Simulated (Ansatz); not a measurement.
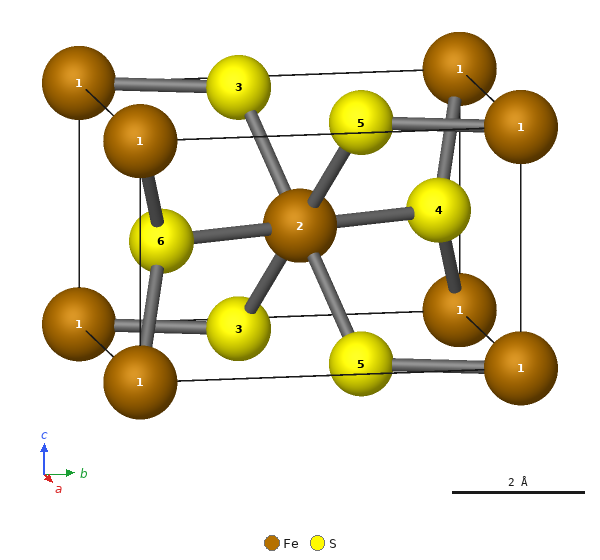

Fig. 1: The structure as given in the input (ball-and-stick view of the cell of the calculation, seen slightly off an axis; atoms are numbered from 1 in the order of the input).

## Run report: FeS₂, geometry relaxation (part 1 of 3)

FeS₂ (6 atoms in the cell), computed with DFT, PBE, plane waves, PAW, Ueff = 4 eV on Fe d, spin-polarised (Ansatz 0.2.0).

The structure derives from an entry of the Crystallography Open Database. Figures and captions count atoms from 1; the log counts them from 0 in places.

### Log
```
Warning: basis.ecutwfc = 300 eV is below the records' recommended 420 eV, and the density's cutoff is lower with it unless basis.ecutrho_ratio is high enough to keep the records' density cutoff: compare with a run at a higher cutoff
Warning: basis.ecutrho_ratio = 4 (ecutrho = 1200 eV) is below the records' recommended 1680 eV
Fe: projections on atomic orbitals take those of the free atom [Ne] 3s2 3p6 3d6 4s2, of charge +0.00 (hamiltonian.pseudopotentials.projection_atoms); the dataset's partial waves leave at most 1.1e-6 of an orbital's norm unspanned inside its sphere
S: projections on atomic orbitals take those of the free atom [Ne] 3s2 3p4, of charge +0.00 (hamiltonian.pseudopotentials.projection_atoms); the dataset's partial waves leave at most 1.6e-7 of an orbital's norm unspanned inside its sphere
hamiltonian.hubbard.sites[].starting_ns: atoms 0, 1 take their starting occupation matrices from start.occupation_matrices, whose run converged (SHA-256 )
Engine: ansatz 0.2.0, aarch64-unknown-linux-gnu
Pseudopotentials: kind: paw
Pseudopotential: Fe, paw, valence charge 16, recommended cutoff 420 eV (normal), Fe.paw.azcp
Pseudopotential: S, paw, valence charge 6, recommended cutoff 420 eV (normal), S.paw.azcp
Functional definition: PBE
  parameter kappa = 0.804
  parameter beta = 0.06672455060314922
  exchange = pbe_x(kappa = kappa, mu = beta*pi^2/3)
  correlation = pbe_c(beta = beta)
Crystal: 6 atoms, lattice volume = 105.517 Å³
Basis set: ecut = 300 eV, 1243 PW (Γ), exchange–correlation on 60×72×48 points (8 copies of the dense FFT grid, shifted against one another)
Bands: 39, of which v1, the nominal top of the filled ones, is band 28 counted from 1 (27 counted from 0)
Symmetry: 4 space group operations
Space group: P2/m (ITA 10), of the structure as read, at distance tolerance 4.7e-5 Å
Magnetic group: BNS 58.397 (UNI 495), of the structure as read, at distance tolerance 4.7e-5 Å
k-points: 40 of 96
Non-local potential: Fe, projectors of the file, l = 0: 3, l = 1: 2, l = 2: 3, l = 3: 1
Non-local potential: S, projectors of the file, l = 0: 2, l = 1: 2, l = 2: 2
PAW form: soft (Blöchl's): semilocal exchange-correlation on the pseudo side does not see the compensation charge
PAW one-centre angular grid: Fe, 590 points (default); XC on 64 Gauss nodes
PAW one-centre angular grid: S, 110 points (default); XC on 64 Gauss nodes
Initial density: superposition of atomic densities (chi_scale 0.1, normalization cell, long waves kept (reshape's long-wave potential 0.00 eV rms))
Starting moments: Σ|m| = 7.56 μB on 2 of 6 sites
Starting magnetic order: altermagnet, d-wave, planar spin-momentum locking; spin-degenerate planes through Γ normal to [0 1 0], [1 0 0] of the run's lattice
Initial wavefunctions: pseudopotential atomic-orbital guess
Functional: x = pbe(κ = 0.804, μ = 0.2195149727645171), c = pbe(β = 0.06672455060314922)
SCF iter   1: F=—  HF=-12566.759009 eV  |F-HF|=—  |Δ(HF+E_count)|=         —  Δρ=4.91e-2 (↑4.91e-2 ↓4.91e-2)  dr2=5.01e0  dr2_m=7.95e-1  M=-0.000 μB ∫|m|=6.928 μB  β_m=0.30  ethr=3.10e-3  ⟨swp⟩=5.8  Hψ=12075  notcnv=0  defer=8
preconditioner: auto → Kerker (q_TF=auto, 2.455 Å⁻¹)  [metal: Δε(μ)=0.022 eV  Ē_g=9.790 eV  σ=0.050 eV  W_gap=0.25  n_scr=28 (ndim 8)  ℏωp=22.9 eV  f_vac=0.000  D(μ)=0.46/eV (n_scr^D=0)]
spin=Collinear: Kerker preconditioning applied to the charge; magnetization (m = ρ↑ − ρ↓) channel mixes plain (no charge-response kernel on spin).
SCF iter   2: F=—  HF=-12566.607313 eV  |F-HF|=—  |Δ(HF+E_count)|=   1.52e-1  Δρ=3.15e-2 (↑3.15e-2 ↓3.15e-2)  dr2=1.33e0  dr2_m=3.73e-1  M=0.000 μB ∫|m|=7.240 μB  β_m=1.00  ethr=3.10e-3  ⟨swp⟩=2.0  Hψ=5134  notcnv=0  defer=376
SCF iter   3: F=—  HF=-12566.652555 eV  |F-HF|=—  |Δ(HF+E_count)|=   4.52e-2  Δρ=1.45e-2 (↑1.45e-2 ↓1.45e-2)  dr2=4.45e-1  dr2_m=1.01e-2  M=-0.000 μB ∫|m|=7.389 μB  β_m=1.00  ethr=2.38e-3  ⟨swp⟩=2.0  Hψ=3408  notcnv=0  defer=372
SCF iter   4: F=—  HF=-12566.658128 eV  |F-HF|=—  |Δ(HF+E_count)|=   5.57e-3  Δρ=3.97e-3 (↑3.97e-3 ↓3.97e-3)  dr2=2.92e-2  dr2_m=2.63e-3  M=-0.000 μB ∫|m|=7.437 μB  β_m=1.00  ethr=7.94e-4  ⟨swp⟩=2.6  Hψ=5746  notcnv=0  defer=376
SCF iter   5: F=—  HF=-12566.717735 eV  |F-HF|=—  |Δ(HF+E_count)|=   5.96e-2  Δρ=2.44e-3 (↑2.44e-3 ↓2.44e-3)  dr2=1.63e-2  dr2_m=1.73e-4  M=0.000 μB ∫|m|=7.445 μB  β_m=0.30  ethr=5.21e-5  ⟨swp⟩=2.0  Hψ=3422  notcnv=0  defer=376
Mixer restart at iter 5: flushing history
spin-set hold released at iteration 5 (site moments contracting): the magnetisation degrees of freedom join the quasi-Newton model from the next iteration; the mixer history was flushed
SCF iter   6: F=—  HF=-12566.754754 eV  |F-HF|=—  |Δ(HF+E_count)|=   3.70e-2  Δρ=1.83e-3 (↑1.83e-3 ↓1.83e-3)  dr2=1.05e-2  dr2_m=1.37e-4  M=-0.000 μB ∫|m|=7.444 μB  β_m=0.65  ethr=2.91e-5  ⟨swp⟩=1.0  Hψ=2744  notcnv=0  defer=376
SCF iter   7: F=—  HF=-12566.794528 eV  |F-HF|=—  |Δ(HF+E_count)|=   3.98e-2  Δρ=5.20e-4 (↑5.20e-4 ↓5.18e-4)  dr2=1.25e-3  dr2_m=4.11e-5  M=0.000 μB ∫|m|=7.444 μB  β_m=0.65  ethr=1.88e-5  ⟨swp⟩=2.0  Hψ=5474  notcnv=0  defer=376
Mixer restart at iter 7: flushing history
SCF iter   8: F=—  HF=-12566.795587 eV  |F-HF|=—  |Δ(HF+E_count)|=         —  Δρ=4.32e-4 (↑4.27e-4 ↓4.32e-4)  dr2=9.11e-4  dr2_m=2.91e-5  M=-0.000 μB ∫|m|=7.437 μB  β_m=0.65  ethr=2.24e-6  ⟨swp⟩=2.1  Hψ=4084  notcnv=0  defer=376
SCF iter   9: F=—  HF=-12566.795702 eV  |F-HF|=—  |Δ(HF+E_count)|=   1.15e-4  Δρ=2.86e-4 (↑2.86e-4 ↓2.85e-4)  dr2=2.74e-4  dr2_m=4.50e-6  M=0.000 μB ∫|m|=7.440 μB  β_m=0.63  ethr=1.63e-6  ⟨swp⟩=2.0  Hψ=3992  notcnv=0  defer=376
SCF iter  10: F=—  HF=-12566.795749 eV  |F-HF|=—  |Δ(HF+E_count)|=   4.73e-5  Δρ=1.51e-4 (↑1.50e-4 ↓1.51e-4)  dr2=1.59e-4  dr2_m=1.76e-6  M=-0.000 μB ∫|m|=7.438 μB  β_m=0.76  ethr=4.89e-7  ⟨swp⟩=2.0  Hψ=4050  notcnv=0  defer=376
SCF iter  11: F=—  HF=-12566.795819 eV  |F-HF|=—  |Δ(HF+E_count)|=   7.01e-5  Δρ=5.39e-5 (↑5.26e-5 ↓5.39e-5)  dr2=9.65e-6  dr2_m=7.55e-7  M=0.000 μB ∫|m|=7.439 μB  β_m=0.88  ethr=2.83e-7  ⟨swp⟩=2.0  Hψ=4018  notcnv=0  defer=376
SCF iter  12: F=—  HF=-12566.795830 eV  |F-HF|=—  |Δ(HF+E_count)|=   1.12e-5  Δρ=2.19e-5 (↑2.09e-5 ↓2.19e-5)  dr2=5.32e-7  dr2_m=1.86e-7  M=-0.000 μB ∫|m|=7.439 μB  β_m=0.94  ethr=1.72e-8  ⟨swp⟩=2.0  Hψ=4444  notcnv=0  defer=376
SCF iter  13: F=—  HF=-12566.795832 eV  |F-HF|=—  |Δ(HF+E_count)|=   2.22e-6  Δρ=2.18e-5 (↑2.18e-5 ↓2.12e-5)  dr2=5.72e-7  dr2_m=1.63e-7  M=0.000 μB ∫|m|=7.439 μB  β_m=0.97  ethr=9.50e-10  ⟨swp⟩=2.0  Hψ=4991  notcnv=0  defer=376
SCF iter  14: F=—  HF=-12566.795834 eV  |F-HF|=—  |Δ(HF+E_count)|=   1.57e-6  Δρ=2.14e-5 (↑2.14e-5 ↓2.10e-5)  dr2=6.34e-7  dr2_m=1.46e-7  M=-0.000 μB ∫|m|=7.439 μB  β_m=0.99  ethr=9.50e-10  ⟨swp⟩=2.0  Hψ=4986  notcnv=0  defer=376
SCF iter  15: F=—  HF=-12566.795838 eV  |F-HF|=—  |Δ(HF+E_count)|=   3.68e-6  Δρ=1.59e-5 (↑1.59e-5 ↓1.58e-5)  dr2=2.72e-7  dr2_m=1.01e-7  M=-0.000 μB ∫|m|=7.439 μB  β_m=0.43  ethr=9.50e-10  ⟨swp⟩=2.0  Hψ=4982  notcnv=0  defer=376
SCF iter  16: F=—  HF=-12566.795842 eV  |F-HF|=—  |Δ(HF+E_count)|=   3.96e-6  Δρ=1.07e-5 (↑1.06e-5 ↓1.07e-5)  dr2=1.07e-7  dr2_m=4.99e-8  M=-0.000 μB ∫|m|=7.439 μB  β_m=0.84  ethr=4.86e-10  ⟨swp⟩=2.4  Hψ=5110  notcnv=0  defer=376
iter 17 did not close the SCF: its close was put off until two iterations running show no level that it waits for move by more than its bar (scf_convergence_deferred on its scf_iter line)
SCF iter  17: F=-12566.795845 eV  HF=-12566.795845 eV  |F-HF|=1.25e-8  |Δ(HF+E_count)|=   3.53e-6  Δρ=2.58e-6 (↑2.58e-6 ↓2.58e-6)  dr2=1.09e-8  dr2_m=2.54e-9  M=0.000 μB ∫|m|=7.439 μB  β_m=0.92  ethr=1.79e-10  ⟨swp⟩=11.1  Hψ=15955  notcnv=0
iter 18 did not close the SCF: its close was put off until two iterations running show no level that it waits for move by more than its bar (scf_convergence_deferred on its scf_iter line)
SCF iter  18: F=-12566.795845 eV  HF=-12566.795845 eV  |F-HF|=9.04e-10  |Δ(HF+E_count)|=   7.45e-8  Δρ=1.37e-6 (↑1.37e-6 ↓1.37e-6)  dr2=3.35e-9  dr2_m=6.09e-10  M=0.000 μB ∫|m|=7.439 μB  β_m=0.96  ethr=1.94e-11  ⟨swp⟩=2.6  Hψ=10185  notcnv=0
SCF iter  19: F=-12566.795845 eV  HF=-12566.795845 eV  |F-HF|=6.62e-10  |Δ(HF+E_count)|=   6.65e-9  Δρ=7.71e-7 (↑7.59e-7 ↓7.71e-7)  dr2=6.78e-10  dr2_m=2.31e-10  M=0.000 μB ∫|m|=7.439 μB  ethr=5.98e-12  ⟨swp⟩=1.1  Hψ=8558  notcnv=0
SCF 1 converged in 19 iterations: F = -12566.795845 eV  dr2 = 6.78e-10
  greatest PAW one-centre occupation: 1.006 electrons in one spin orbital (limit 2), on the Fe atom at site 1 (counted from 0), in its partial waves of l = 1
relax step   1: F+E_penalty+E_count = -12566.79584526 eV  Δ(F+E_penalty+E_count) = +0.000e0 eV  max|allowed force component| = 8.523e-2 eV/Å  Δτ_max = 0.0000 Å  P = +3.158 GPa  Ω = 105.517 Å³  fix = [volume]  reactions: volume +3.158 GPa  (19 SCF iters, dr2 threshold 1.00e-7 eV, accepted)
Basis set: ecut = 300 eV, 1251 PW (Γ), exchange–correlation on 60×72×48 points (8 copies of the dense FFT grid, shifted against one another)
Initial density: handed on by an earlier stage of this run
Starting moments: Σ|m| = 7.56 μB on 2 of 6 sites; this step starts from the density that it was given
Initial wavefunctions: those handed on with the density
iter 1 solved again at ethr=1.53e-6 eV; its pass at ethr=3.10e-3 eV (dr2=8.59e-4 eV) is discarded
```
